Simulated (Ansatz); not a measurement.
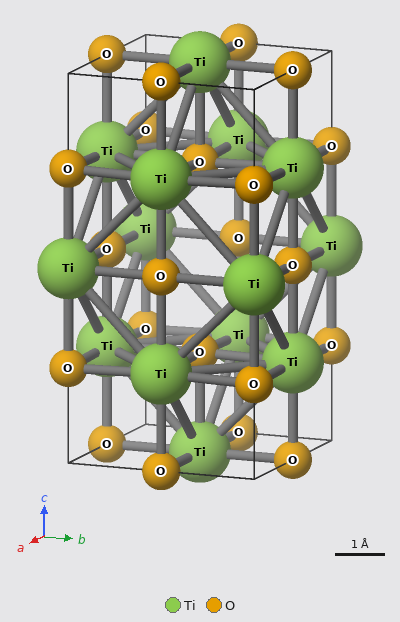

Fig. 1: The structure as given in the input (ball-and-stick view of the cell 2 times as large as that of the calculation, set on its symmetry axes, seen slightly off an axis). Near neighbours in the crystal (not all of them lie inside the picture): Ti has 6 O at 2.04 to 2.09 Å and 8 Ti at 2.91 to 2.92 Å; O has 4 Ti at 2.04 to 2.07 Å; O has 5 Ti at 2.07 to 2.09 Å.

# Run report: Ti3O4, geometry relaxation

System: Ti3O4 (7 atoms in the cell).
Method: DFT r2SCAN, scalar-relativistic, plane waves, PAW, no spin polarisation (Ansatz 0.2.0).

The structure derives from a Materials Project entry. It belongs to a series of runs on one base structure; here: structure listed in a database for this formula (I4/mmm, No. 139).

The program's output
```
Engine: ansatz 0.2.0, x86_64-unknown-linux-gnu
Pseudopotentials: kind: paw
Pseudopotential: Ti, paw, valence charge 12, recommended cutoff 500 eV (meta_gga), Ti.paw.azcp
Pseudopotential: O, paw, valence charge 6, recommended cutoff 500 eV (meta_gga), O.paw.azcp
Functional definition: r2SCAN
  parameter k0 = 0.174
  parameter k1 = 0.065
  parameter a1 = 4.9479
  exchange = r2scan_x(k0 = k0, k1 = k1, a1 = a1)
  correlation = r2scan_c
Crystal: 7 atoms, lattice volume = 69.809 Å³
Basis set: ecut = 500 eV, 1775 PW (Γ), exchange–correlation on 160×160×160 points (64 copies of the dense FFT grid, shifted against one another)
Bands: 37, of which v1, the nominal top of the filled ones, is band 30 counted from 1 (29 counted from 0)
Symmetry: 16 space group operations
Space group: I4/mmm (ITA 139), of the structure as read, at distance tolerance 4.1e-5 Å
k-points: 163 of 1728
Non-local potential: Ti, projectors of the file, l = 0: 3, l = 1: 2, l = 2: 3, l = 3: 1
Non-local potential: O, projectors of the file, l = 0: 2, l = 1: 2, l = 2: 1
PAW form: soft (Blöchl's): semilocal exchange-correlation on the pseudo side does not see the compensation charge
PAW frozen core: Ti, regenerated for the run's functional (the file was generated under x = pbe(κ = 0.804, μ = 0.2195149727645171), c = pbe(β = 0.06672455060314922))
PAW frozen core: O, regenerated for the run's functional (the file was generated under x = pbe(κ = 0.804, μ = 0.2195149727645171), c = pbe(β = 0.06672455060314922))
PAW one-centre angular grid: Ti, 590 points (default); XC on 160 Gauss nodes
PAW one-centre angular grid: O, 302 points (default); XC on 160 Gauss nodes
Initial density: superposition of atomic densities (neutral atoms: chi_scale 0, normalization atom), corrected by the library's trained network
Initial wavefunctions: pseudopotential atomic-orbital guess
Functional: x = r2scan, c = r2scan; τ floored in thin density (d = 2e-4 eV/Å³)
SCF iter   1: F=—  HF=-9798.021761 eV  |F-HF|=—  |Δ(HF+E_count)|=         —  Δρ=2.19e-2  dr2=3.66e-1  dr2_τ=3.77e-1  ethr=1.77e-3  ⟨swp⟩=5.2  Hψ=23480  notcnv=0
preconditioner: auto → LDOS  [metal: Δε(μ)=0.011 eV  Ē_g=11.050 eV  σ=0.100 eV  W_gap=0.06  n_scr=22 (ndim 8)  ℏωp=26.7 eV  f_vac=0.022  D(μ)=2.54/eV (n_scr^D=14)  β→1.0]
SCF iter   2: F=—  HF=-9798.282338 eV  |F-HF|=—  |Δ(HF+E_count)|=   2.61e-1  Δρ=1.66e-2  dr2=1.56e-1  dr2_τ=2.86e-2  ethr=6.09e-4  ⟨swp⟩=3.0  Hψ=13377  notcnv=0  defer=231
SCF iter   3: F=—  HF=-9798.249841 eV  |F-HF|=—  |Δ(HF+E_count)|=   3.25e-2  Δρ=4.13e-3  dr2=1.11e-2  dr2_τ=1.33e-3  ethr=2.60e-4  ⟨swp⟩=2.1  Hψ=9429  notcnv=0  defer=231
SCF iter   4: F=—  HF=-9798.247968 eV  |F-HF|=—  |Δ(HF+E_count)|=   1.87e-3  Δρ=7.39e-4  dr2=3.13e-4  dr2_τ=5.46e-5  ethr=1.86e-5  ⟨swp⟩=2.0  Hψ=9677  notcnv=0  defer=213
SCF iter   5: F=—  HF=-9798.247934 eV  |F-HF|=—  |Δ(HF+E_count)|=   3.35e-5  Δρ=1.16e-4  dr2=5.54e-6  dr2_τ=8.59e-7  ethr=5.22e-7  ⟨swp⟩=2.3  Hψ=9781  notcnv=0  defer=213
SCF iter   6: F=—  HF=-9798.247936 eV  |F-HF|=—  |Δ(HF+E_count)|=   1.67e-6  Δρ=2.86e-5  dr2=6.13e-7  dr2_τ=2.10e-8  ethr=9.23e-9  ⟨swp⟩=2.0  Hψ=9151  notcnv=0  defer=213
SCF iter   7: F=-9798.247936 eV  HF=-9798.247936 eV  |F-HF|=6.16e-9  |Δ(HF+E_count)|=   1.31e-7  Δρ=4.68e-6  dr2=1.39e-8  dr2_τ=5.79e-9  ethr=1.67e-10  ⟨swp⟩=10.5  Hψ=26296  notcnv=0
SCF 1 converged in 7 iterations: F = -9798.247936 eV  dr2 = 1.39e-8
  greatest PAW one-centre occupation: 1.002 electrons in one spin orbital (limit 2), on the Ti atom at site 2 (counted from 0), in its partial waves of l = 1
relax step   1: F+E_penalty+E_count = -9798.24793623 eV  Δ(F+E_penalty+E_count) = +0.000e0 eV  max|allowed force component| = 8.426e-2 eV/Å  Δτ_max = 0.0000 Å  P = -1.575 GPa  Ω = 69.809 Å³  (7 SCF iters, dr2 threshold 1.00e-7 eV, accepted)
Crystal: 7 atoms, lattice volume = 69.502 Å³
Initial density: handed on by an earlier stage of this run
Initial wavefunctions: those handed on with the density
iter 1 solved again at ethr=3.44e-7 eV; its pass at ethr=3.10e-3 eV (dr2=2.07e-4 eV) is discarded
SCF iter   1: F=—  HF=-9798.249315 eV  |F-HF|=—  |Δ(HF+E_count)|=         —  Δρ=4.33e-4  dr2=1.69e-4  dr2_τ=1.22e-3  ethr=3.44e-7  ⟨swp⟩=2.0  Hψ=31995  notcnv=0
preconditioner: auto → LDOS  [metal: Δε(μ)=0.003 eV  Ē_g=10.718 eV  σ=0.100 eV  W_gap=0.02  n_scr=22 (ndim 8)  ℏωp=26.7 eV  f_vac=0.022  D(μ)=2.40/eV (n_scr^D=14)  β→1.0]
SCF iter   2: F=—  HF=-9798.250327 eV  |F-HF|=—  |Δ(HF+E_count)|=   1.01e-3  Δρ=1.95e-4  dr2=2.00e-5  dr2_τ=3.02e-6  ethr=2.81e-7  ⟨swp⟩=2.0  Hψ=10423  notcnv=0
SCF iter   3: F=—  HF=-9798.250322 eV  |F-HF|=—  |Δ(HF+E_count)|=   4.86e-6  Δρ=4.96e-5  dr2=1.21e-6  dr2_τ=1.27e-7  ethr=3.33e-8  ⟨swp⟩=2.0  Hψ=8977  notcnv=0
SCF iter   4: F=-9798.250322 eV  HF=-9798.250322 eV  |F-HF|=4.08e-8  |Δ(HF+E_count)|=   7.79e-8  Δρ=1.39e-5  dr2=6.95e-8  dr2_τ=2.51e-8  ethr=1.17e-9  ⟨swp⟩=6.5  Hψ=25479  notcnv=0
SCF 2 converged in 4 iterations: F = -9798.250322 eV  dr2 = 6.95e-8
relax step   2: F+E_penalty+E_count = -9798.25032195 eV  Δ(F+E_penalty+E_count) = -2.386e-3 eV  max|allowed force component| = 2.970e-2 eV/Å  Δτ_max = 0.0014 Å  P = -0.441 GPa  Ω = 69.502 Å³  energy of the carried Pulay correction = +2.465e-4 eV  (4 SCF iters, dr2 threshold 7.00e-7 eV, accepted)
Crystal: 7 atoms, lattice volume = 69.386 Å³
iter 1 solved again at ethr=5.68e-8 eV; its pass at ethr=3.10e-3 eV (dr2=3.41e-5 eV) is discarded
SCF iter   1: F=—  HF=-9798.250463 eV  |F-HF|=—  |Δ(HF+E_count)|=         —  Δρ=1.87e-4  dr2=2.92e-5  dr2_τ=2.37e-4  ethr=5.68e-8  ⟨swp⟩=2.0  Hψ=31444  notcnv=0
preconditioner: auto → LDOS  [metal: Δε(μ)=0.005 eV  Ē_g=10.726 eV  σ=0.100 eV  W_gap=0.03  n_scr=22 (ndim 8)  ℏωp=26.7 eV  f_vac=0.022  D(μ)=2.40/eV (n_scr^D=14)  β→1.0]
SCF iter   2: F=—  HF=-9798.250614 eV  |F-HF|=—  |Δ(HF+E_count)|=   1.52e-4  Δρ=8.07e-5  dr2=3.27e-6  dr2_τ=5.03e-7  ethr=4.87e-8  ⟨swp⟩=2.0  Hψ=10615  notcnv=0
SCF iter   3: F=-9798.250613 eV  HF=-9798.250614 eV  |F-HF|=1.21e-7  |Δ(HF+E_count)|=   8.34e-7  Δρ=2.08e-5  dr2=2.31e-7  dr2_τ=1.84e-8  ethr=1.17e-9  ⟨swp⟩=6.2  Hψ=25842  notcnv=0
SCF 3 converged in 3 iterations: F = -9798.250613 eV  dr2 = 2.31e-7
relax step   3: F+E_penalty+E_count = -9798.25061350 eV  Δ(F+E_penalty+E_count) = -2.915e-4 eV  max|allowed force component| = 1.616e-3 eV/Å  Δτ_max = 0.0009 Å  P = +0.009 GPa  Ω = 69.386 Å³  energy of the carried Pulay correction = +3.398e-4 eV  (3 SCF iters, dr2 threshold 7.00e-7 eV, accepted)
Initial wavefunctions: pseudopotential atomic-orbital guess (no wavefunctions were taken with the density)
iter 1 solved again at ethr=1.69e-8 eV; its pass at ethr=3.10e-3 eV (dr2=1.01e-5 eV) is discarded
SCF iter   1: F=—  HF=-9798.250284 eV  |F-HF|=—  |Δ(HF+E_count)|=         —  Δρ=2.87e-5  dr2=2.50e-7  dr2_τ=2.30e-7  ethr=1.69e-8  ⟨swp⟩=4.4  Hψ=41529  notcnv=0
SCF iter   2: F=—  HF=-9798.250283 eV  |F-HF|=—  |Δ(HF+E_count)|=   1.31e-6  Δρ=1.27e-5  dr2=6.03e-8  dr2_τ=1.33e-8  ethr=4.17e-10  ⟨swp⟩=2.1  Hψ=10530  notcnv=0
SCF iter   3: F=—  HF=-9798.250283 eV  |F-HF|=—  |Δ(HF+E_count)|=   2.04e-8  Δρ=1.92e-6  dr2=1.54e-9  dr2_τ=2.32e-10  ethr=1.00e-10  ⟨swp⟩=2.0  Hψ=10456  notcnv=0
SCF iter   4: F=—  HF=-9798.250283 eV  |F-HF|=—  |Δ(HF+E_count)|=  1.35e-10  Δρ=4.45e-7  dr2=9.54e-11  dr2_τ=1.86e-11  ethr=2.56e-12  ⟨swp⟩=2.0  Hψ=10386  notcnv=0
SCF iter   5: F=-9798.250283 eV  HF=-9798.250283 eV  |F-HF|=3.64e-12  |Δ(HF+E_count)|=  3.64e-12  Δρ=1.28e-7  dr2=7.62e-12  dr2_τ=1.69e-12  ethr=1.00e-12  ⟨swp⟩=6.2  Hψ=22221  notcnv=0
SCF 4 converged in 5 iterations: F = -9798.250283 eV  dr2 = 7.62e-12
relax step   4: F+E_penalty+E_count = -9798.25028263 eV  Δ(F+E_penalty+E_count) = +3.309e-4 eV  max|allowed force component| = 1.583e-3 eV/Å  Δτ_max = 0.0000 Å  P = +0.011 GPa  Ω = 69.386 Å³  stress off target by 2.21e-2 GPa  SCF on the basis re-selected at this cell (its energy is not comparable with the rows above)  (5 SCF iters)
```

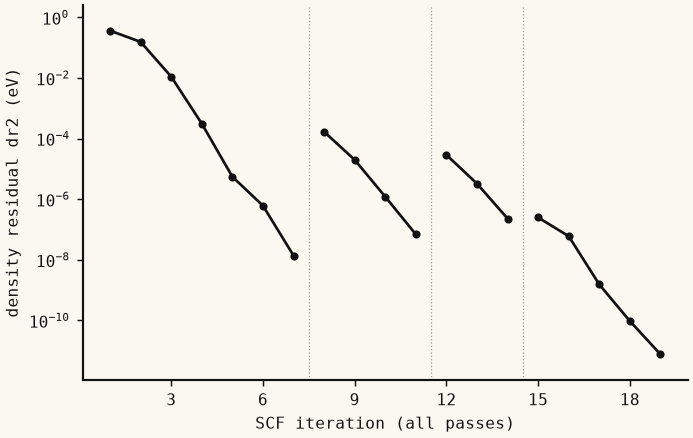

Fig. 2: Convergence of the self-consistent field: density residual dr2 against the SCF iteration. The dotted lines part the SCF passes of the relaxation: geometry steps, rejected trials and re-solves on a re-selected basis. The passes take 7, 4, 3 and 5 iterations.

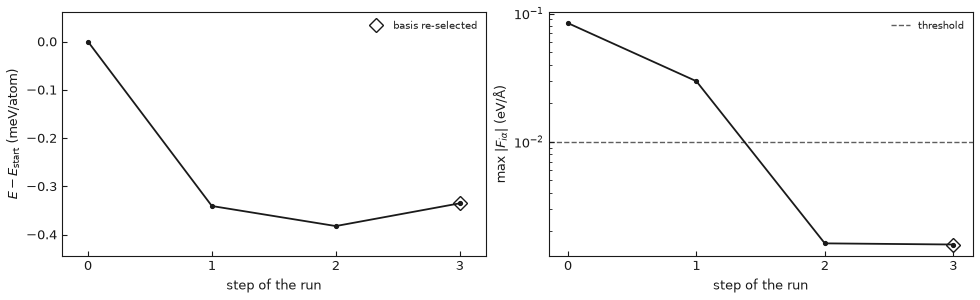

Fig. 3: Progress of the relaxation, step by step (the first geometry is step 0 here and step 1 in the log). The atoms keep their places relative to the cell (all moves are under 0.005 Å). After 2 geometry steps the energy has fallen by 0.4 meV per atom. The largest force component goes from 0.084 to 0.0016 eV/Å. Pressure: −1.57 GPa at the start and 0.01 GPa at the end. A last SCF at the same geometry on a re-selected plane-wave basis shifts the energy by +0.0 meV per atom.

```
basis re-selected at this cell: Δ(F+E_penalty+E_count) = +3.309e-4 eV, ΔP = +0.002 GPa vs the last step (what re-selecting the basis moved, of the pressure what is left beyond the Pulay correction that the steps carried, after the strain that the cell walked since its last selection, with what the two solves' SCF thresholds leave and, on support functions, any second-order correction that the steps lacked; it is no measure of the basis error at this ecutwfc). This SCF's stress stands 2.21e-2 GPa from its target on what of the cell is left free (relax.cell.stress_tol is 5.00e-2 GPa) and its largest allowed force component is 1.58e-3 eV/Å (relax.f_tol is 1.00e-2 eV/Å): within both
SCF converged after 5 iterations
Free energy (F): -9798.250283 eV
Harris-Foulkes:  -9798.250283 eV  (|F-HF|=3.64e-12)
Internal energy: -9798.238276 eV  (E = F + TS)
E sigma→0 (E₀):  -9798.244279 eV
Entropy (-TS):   -0.012007 eV (-1.715 meV/atom)
Fermi energy:    14.968553 eV
--- Per-component energies (eV) ---
  E_band       = -454.644173
  E_kinetic    = 1535.345681
  E_local      = -3506.395808  (includes V_loc(G=0)·N_el)
  E_nonlocal   = 209.736298
  E_hartree    = 1384.294860
  E_xc         = -578.084014
  E_vxc        = -828.302787  (∫ρ·V_xc dr)
  E_paw        = -3810.383458  (= ΣΔE_a)
  E_vpaw       = -687.780125  (= ΣTr[D̂ρ^β])
  E_aug_tail   = 0.004294  (compensation charges beyond the density's cutoff)
  E_vtau       = 54.158629  (kinetic-family band-sum trace: ∫τ·v_τ [+ j·A + Jᵃ·Aᵃ] dr)
  E_ewald      = -5031.867994
  E_core_change = -0.888135  (= ΣΔE_core)
  E_smearing   = -0.012007  (= −TS)
  E_closure    = -0.000000  (closes the sum)
  Σ components = -9798.250283   (vs F -9798.250283, Δ=0.00e0)
--- Forces (eV/Å), atoms counted from 1 ---
  atom   1  Ti     0.00000000     0.00000000     0.00000000
  atom   2  Ti     0.00000000     0.00000000    -0.00000000
  atom   3  Ti     0.00000000     0.00000000     0.00000000
  atom   4  O      0.00000000     0.00000000     0.00000000
  atom   5  O      0.00000000     0.00000000     0.00158332
  atom   6  O      0.00000000     0.00000000     0.00000000
  atom   7  O      0.00000000     0.00000000    -0.00158332
  max |Σ_I F_I| component: 6.51e-19 eV/Å
--- Stress (GPa, compression-positive) ---
        0.022117      -0.000000       0.000000
       -0.000000       0.022117      -0.000000
        0.000000       0.000000      -0.012524
  P = ⅓ Tr σ = 0.0106 GPa (0.106 kbar)
--- Band table (eV; the first three rows and the last of 163) ---
  k-point 0: bands = ["-45.7703", "-45.6575", "-45.5348", "-21.1785", "-21.1530", "-21.1530", "-21.0114", "-20.9586", "-20.9586", "-20.7430", "-20.7430", "-20.6095", "-8.0531", "-7.3218", "-6.7620", "-5.9769", "7.5228", "7.5975", "7.5975", "7.6884", "8.2006", "8.2006", "8.2182", "9.0671", "9.0671", "10.3510", "10.6546", "10.6546", "12.1546", "14.3126", "14.3126", "15.4445", "15.4584", "15.4584", "15.8429", "16.2323", "16.6400"]
  k-point 1: bands = ["-45.7661", "-45.6605", "-45.5358", "-21.2103", "-21.1320", "-21.1260", "-21.0596", "-20.9696", "-20.9170", "-20.7723", "-20.7372", "-20.6072", "-7.9818", "-7.2780", "-6.7260", "-5.9640", "7.3310", "7.4949", "7.6065", "7.7189", "7.7723", "8.2078", "8.5549", "8.7373", "8.9082", "10.2688", "10.4092", "10.5634", "12.4726", "14.3629", "14.3802", "15.4810", "15.4833", "15.6139", "16.1584", "16.3610", "16.6218"]
  k-point 2: bands = ["-45.7546", "-45.6685", "-45.5386", "-21.2678", "-21.1281", "-21.1014", "-21.0520", "-21.0114", "-20.8651", "-20.8391", "-20.7228", "-20.6034", "-7.7837", "-7.1578", "-6.6276", "-5.9286", "6.8697", "7.1797", "7.4114", "7.6444", "7.7488", "7.9942", "8.1801", "8.5093", "8.6621", "9.8807", "10.0394", "10.4295", "13.2101", "14.5166", "14.5730", "15.6172", "15.6733", "15.9222", "16.5846", "16.6113", "16.6497"]
  k-point 162: bands = ["-45.7483", "-45.6583", "-45.5566", "-21.2269", "-21.2269", "-21.0970", "-20.9530", "-20.8181", "-20.8181", "-20.8081", "-20.8081", "-20.7624", "-7.6728", "-7.5517", "-6.4475", "-6.4440", "7.0830", "7.3212", "7.3212", "7.6164", "9.0179", "9.0179", "9.2482", "9.3877", "9.3877", "9.6607", "10.2018", "10.2018", "12.4733", "12.5124", "12.5124", "14.9463", "16.0519", "16.4445", "16.4590", "16.4590", "17.0011"]
--- Relaxed structure (3 steps of the walk, 3 accepted, 1 SCFs on fresh bases) ---
  F+E_penalty+E_count = -9798.25028263 eV   max|allowed force component| = 1.583e-3 eV/Å   (the final SCF, on the basis selected at the relaxed cell)
  cell:  # Å, volume = 69.3863 Å³
    - [-2.0621795899552047, 2.0621795899552047, 4.079066725198276]
    - [2.0621795899552047, -2.0621795899552047, 4.079066725198276]
    - [2.0621795899552047, 2.0621795899552047, -4.079066725198276]
  atoms:
    - { symbol: Ti, position: [0.25, 0.75, 0.5] }
    - { symbol: Ti, position: [0.5, 0.5, -1.611103911463739e-34] }
    - { symbol: Ti, position: [0.75, 0.25, 0.5] }
    - { symbol: O, position: [-7.575492776628774e-21, 0.5, 0.5] }
    - { symbol: O, position: [0.24439982922629538, 0.24439982922629538, 1.0409402822217166e-34] }
    - { symbol: O, position: [0.5, -7.575492776628716e-21, 0.5] }
    - { symbol: O, position: [0.7556001707737046, 0.7556001707737046, 2.5490948608818586e-35] }
```

Trajectory as extended XYZ (Å, eV, eV/Å), 4 frames, from step=1 to step=4
```
7
Lattice="-2.0659 2.0659 4.0891 2.0659 -2.0659 4.0891 2.0659 2.0659 -4.0891" Properties=species:S:1:pos:R:3:forces:R:3 step=1 energy=-9798.24794 pressure_GPa=-1.57
Ti    2.0659    0.0000    2.0446    0.0000   0.0000   0.0000
Ti    0.0000    0.0000    4.0891    0.0000   0.0000   0.0000
Ti    0.0000    2.0659    2.0446    0.0000   0.0000   0.0000
O     2.0659    0.0000    0.0000    0.0000   0.0000   0.0000
O     0.0000    0.0000    1.9964    0.0000   0.0000   0.0843
O     0.0000    2.0659    0.0000    0.0000   0.0000   0.0000
O     0.0000    0.0000    6.1818    0.0000   0.0000  -0.0843
7
Lattice="-2.0631 2.0631 4.0821 2.0631 -2.0631 4.0821 2.0631 2.0631 -4.0821" Properties=species:S:1:pos:R:3:forces:R:3 step=2 energy=-9798.25032 pressure_GPa=-0.44
Ti    2.0631    0.0000    2.0411    0.0000   0.0000   0.0000
Ti    0.0000    0.0000    4.0821    0.0000   0.0000   0.0000
Ti    0.0000    2.0631    2.0411    0.0000   0.0000   0.0000
O     2.0631    0.0000    0.0000    0.0000   0.0000   0.0000
O     0.0000    0.0000    1.9944    0.0000   0.0000   0.0297
O     0.0000    2.0631    0.0000    0.0000   0.0000   0.0000
O     0.0000    0.0000    6.1699    0.0000   0.0000  -0.0297
7
Lattice="-2.0622 2.0622 4.0791 2.0622 -2.0622 4.0791 2.0622 2.0622 -4.0791" Properties=species:S:1:pos:R:3:forces:R:3 step=3 energy=-9798.25061 pressure_GPa=0.01
Ti    2.0622    0.0000    2.0395    0.0000   0.0000   0.0000
Ti    0.0000    0.0000    4.0791    0.0000   0.0000   0.0000
Ti    0.0000    2.0622    2.0395    0.0000   0.0000   0.0000
O     2.0622    0.0000    0.0000    0.0000   0.0000   0.0000
O     0.0000    0.0000    1.9938    0.0000   0.0000   0.0016
O     0.0000    2.0622    0.0000    0.0000   0.0000   0.0000
O     0.0000    0.0000    6.1643    0.0000   0.0000  -0.0016
7
Lattice="-2.0622 2.0622 4.0791 2.0622 -2.0622 4.0791 2.0622 2.0622 -4.0791" Properties=species:S:1:pos:R:3:forces:R:3 step=4 energy=-9798.25028 pressure_GPa=0.01
Ti    2.0622    0.0000    2.0395    0.0000   0.0000   0.0000
Ti    0.0000    0.0000    4.0791    0.0000   0.0000   0.0000
Ti    0.0000    2.0622    2.0395    0.0000   0.0000   0.0000
O     2.0622    0.0000    0.0000    0.0000   0.0000   0.0000
O     0.0000    0.0000    1.9938    0.0000   0.0000   0.0016
O     0.0000    2.0622    0.0000    0.0000   0.0000   0.0000
O     0.0000    0.0000    6.1643    0.0000   0.0000  -0.0016
```

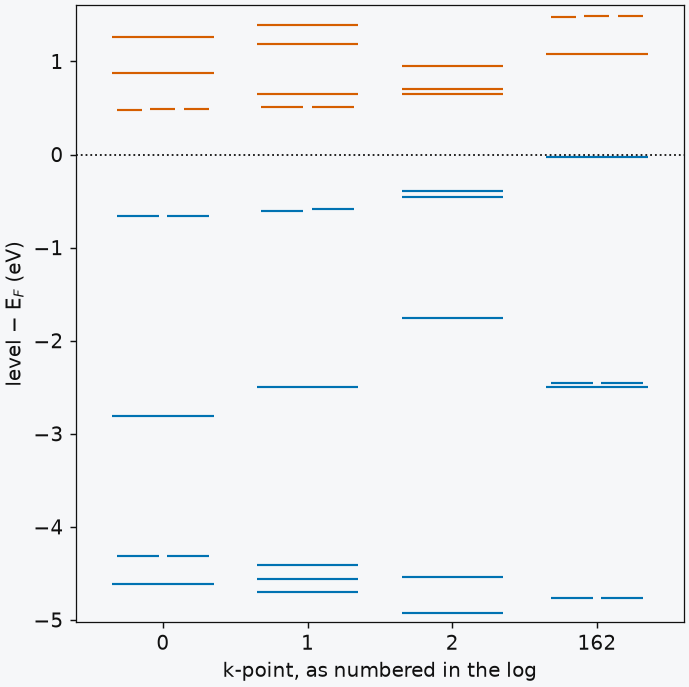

Fig. 4: Kohn–Sham levels near the Fermi level (dotted) at the few k-points that the log prints; levels within 0.02 eV of each other stand side by side. The system is metallic on the full mesh.

This output came from the following input.

The input
```yaml
crystal:
  lattice:
    - [-2.06590889, 2.06590889, 4.08913398]
    - [2.06590889, -2.06590889, 4.08913398]
    - [2.06590889, 2.06590889, -4.08913398]
  atoms:
    - { symbol: Ti, position: [0.25, 0.75, 0.5] }
    - { symbol: Ti, position: [0.5, 0.5, 0.0] }
    - { symbol: Ti, position: [0.75, 0.25, 0.5] }
    - { symbol: O, position: [0.0, 0.5, 0.5] }
    - { symbol: O, position: [0.24411514, 0.24411514, 0.0] }
    - { symbol: O, position: [0.5, 0.0, 0.5] }
    - { symbol: O, position: [0.75588486, 0.75588486, 0.0] }
basis:
  ecutwfc: 500
kpoints:
  mp_grid: { grid: [12, 12, 12] }
hamiltonian:
  xc: r2scan
scf:
  occupations: { method: gaussian, width: 0.1 }
output:
  forces: true
  stress: true
  eigenvalues: true
relax:
  adjacent_minimum: "off"
  f_tol: 0.01
  max_steps: 80
  cell: { stress_tol: 0.05 }
```

Run as:
```bash
ansatz run input.yaml --threads 4 --pin off --max-ram 10240MiB --backend cpu --events-out ev --progress --plain --runs-dir out
```

Summary

```tsv
quantity	value
outcome	converged
space group (tolerance 0.01 Å)	I4/mmm (139)
electrons treated	60
free energy	−9798.2503 eV
Fermi energy	14.969 eV
gap on the k-point mesh	none (metallic)
pressure	0.01 GPa
final volume	69.39 Å³
largest force (length of the vector) at the end	0.002 eV/Å
final cell	a = 5.014 Å, b = 5.014 Å, c = 5.014 Å, α = 131.43°, β = 131.43°, γ = 71.13°
hardware	4 threads of AMD EPYC (Zen 5), 176 GiB of memory available, shared host
wall time	23 s (CPU time 87 s)
peak memory	1 GiB
```
